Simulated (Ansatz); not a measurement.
## A series of single points on AlRu

System: AlRu (Pmmm, 2 atoms in the cell).
Method: DFT r2SCAN, scalar-relativistic, plane waves, PAW, no spin polarisation (Ansatz 0.2.0).

The 7 runs differ only in the geometry, by a strain of the cell at fixed fractional positions. Against run 4, the strain is εxx = −0.93 η and εyy = η. The structure derives from an entry of the Crystallography Open Database.

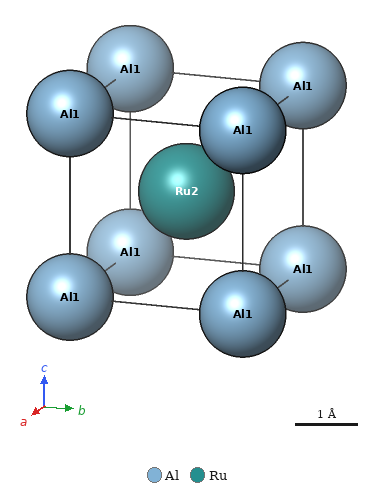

Figure 1. The structure of run 4 (spheres-only view of the cell of the calculation, set on other vectors, seen slightly off an axis; atoms are numbered from 1 in the order of the input). An atom can appear more than once, as a periodic image.

**Input of run 4**
```yaml
crystal:
  lattice:
    - [3.094472821, 0.0, 0.0]
    - [0.0, 2.8707759906, 0.0]
    - [0.0, 0.0, 2.9826244058]
  atoms:
    - { symbol: Al, position: [0.0, 0.0, 0.0] }
    - { symbol: Ru, position: [0.5, 0.5, 0.5] }
basis:
  ecutwfc: 500
kpoints:
  mp_grid: { grid: [20, 20, 20] }
hamiltonian:
  xc: r2scan
scf:
  occupations: { method: gaussian, width: 0.15 }
output:
  forces: true
  stress: true
  eigenvalues: true
```

Command:
```bash
ansatz run input.yaml --threads 1 --pin off --max-ram 2560MiB --backend cpu --events-out ev --progress --plain --runs-dir out
```

Run 6 differs from it as follows:
```diff
-    - [3.094472821, 0.0, 0.0]
-    - [0.0, 2.8707759906, 0.0]
+    - [2.7589275754, 0.0, 0.0]
+    - [0.0, 3.2063212362, 0.0]
```

**Results, with one run withheld**

```tsv
run	strain parameter η (%)	free energy per atom, from the lowest run given (meV)	pressure (GPa)
1	−7.7922	215.69	7.96
2	−5.8390	143.88	5.37
3	−1.9429	45.32	1.83
4	0.0000	16.65	0.79
5	1.9532	0.00	0.18
6	11.6883	?	?
7	19.4805	386.79	15.04
```

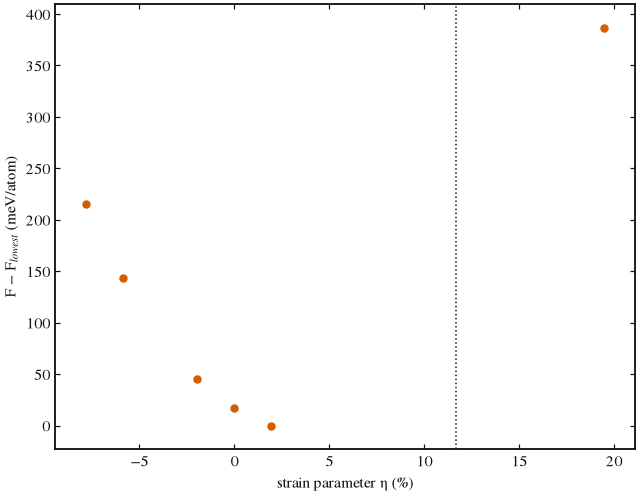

Figure 2. Free energy per atom of the runs given; the dotted line marks run 6.

Fit the runs given and predict run 6.

A cubic polynomial in the coordinate, fitted to the 6 runs given, misses them by at most 0.47 meV per atom. With x = η − 0.9766, it reads F = 6.6445 − 8.1381 x + 1.7111 x² − 0.0087011 x³ (meV per atom). At run 6 it gives 105.11 meV per atom, and the run itself gives 87.53. The fit has its minimum at η = 3.3994 %. The miss comes from the order of the polynomial or from scatter in that run; these data can't tell which.

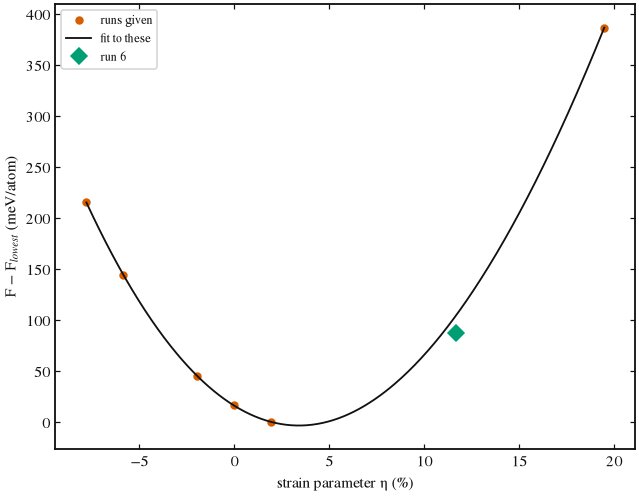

Figure 3. The fit and the withheld run.

**Output, shortened to warnings, some set-up lines, iterations and results (run 6)**
```
Basis set: ecut = 500 eV, 655 PW (Γ), exchange–correlation on 96×96×96 points (64 copies of the dense FFT grid, shifted against one another)
Symmetry: 8 space group operations
k-points: 1331 of 8000
Initial density: superposition of atomic densities (neutral atoms: chi_scale 0, normalization atom), corrected by the library's trained network
[...]
SCF iter   1: F=—  HF=-6432.345024 eV  |F-HF|=—  |Δ(HF+E_count)|=         —  Δρ=7.87e-3  dr2=7.01e-3  dr2_τ=2.18e-2  ethr=1.77e-3  ⟨swp⟩=4.9  Hψ=99300  notcnv=0
SCF iter   2: F=—  HF=-6432.364660 eV  |F-HF|=—  |Δ(HF+E_count)|=   1.96e-2  Δρ=4.48e-3  dr2=2.91e-3  dr2_τ=8.11e-5  ethr=3.69e-5  ⟨swp⟩=2.0  Hψ=41801  notcnv=0
SCF iter   3: F=—  HF=-6432.365646 eV  |F-HF|=—  |Δ(HF+E_count)|=   9.86e-4  Δρ=4.09e-3  dr2=6.26e-3  dr2_τ=4.54e-4  ethr=1.53e-5  ⟨swp⟩=2.0  Hψ=25904  notcnv=0
SCF iter   4: F=—  HF=-6432.364279 eV  |F-HF|=—  |Δ(HF+E_count)|=   1.37e-3  Δρ=4.82e-4  dr2=2.78e-5  dr2_τ=8.19e-6  ethr=1.53e-5  ⟨swp⟩=2.4  Hψ=27946  notcnv=0
SCF iter   5: F=—  HF=-6432.364282 eV  |F-HF|=—  |Δ(HF+E_count)|=   3.14e-6  Δρ=1.78e-4  dr2=7.31e-6  dr2_τ=4.60e-7  ethr=1.46e-7  ⟨swp⟩=2.6  Hψ=31266  notcnv=0
SCF iter   6: F=-6432.364283 eV  HF=-6432.364283 eV  |F-HF|=2.25e-8  |Δ(HF+E_count)|=   7.66e-7  Δρ=2.86e-5  dr2=7.43e-8  dr2_τ=1.72e-8  ethr=5.26e-10  ⟨swp⟩=3.9  Hψ=81911  …
SCF 1 converged in 6 iterations: F = -6432.364283 eV  dr2 = 7.43e-8
SCF converged after 6 iterations
Free energy (F): -6432.364283 eV
Harris-Foulkes:  -6432.364283 eV  (|F-HF|=2.25e-8)
Internal energy: -6432.348600 eV  (E = F + TS)
E sigma→0 (E₀):  -6432.356441 eV
Entropy (-TS):   -0.015683 eV (-7.841 meV/atom)
Fermi energy:    16.404689 eV
--- Per-component energies (eV) ---
  E_band       = -131.134067
  E_kinetic    = 544.157194
  E_local      = -1797.699294  (includes V_loc(G=0)·N_el)
  E_nonlocal   = 354.126097
  E_hartree    = 641.547035
  E_xc         = -223.184818
  E_vxc        = -301.802096  (∫ρ·V_xc dr)
  E_paw        = -3953.318458  (= ΣΔE_a)
  E_vpaw       = -233.621280  (= ΣTr[D̂ρ^β])
  E_aug_tail   = 0.000097  (compensation charges beyond the density's cutoff)
  E_vtau       = 20.618525  (kinetic-family band-sum trace: ∫τ·v_τ [+ j·A + Jᵃ·Aᵃ] dr)
  E_ewald      = -1997.605389
  E_core_change = -0.371064  (= ΣΔE_core)
  E_smearing   = -0.015683  (= −TS)
  E_closure    = -0.000000  (closes the sum)
  Σ components = -6432.364283   (vs F -6432.364283, Δ=0.00e0)
--- Forces (eV/Å), atoms counted from 1 ---
  atom   1  Al     0.00000000     0.00000000     0.00000000
  atom   2  Ru     0.00000000     0.00000000     0.00000000
  max |Σ_I F_I| component: 0.00e0 eV/Å
--- Stress (GPa, compression-positive) ---
       20.186155       0.000000       0.000000
        0.000000     -10.775618       0.000000
        0.000000       0.000000       0.642967
  P = ⅓ Tr σ = 3.3512 GPa (33.512 kbar)
```
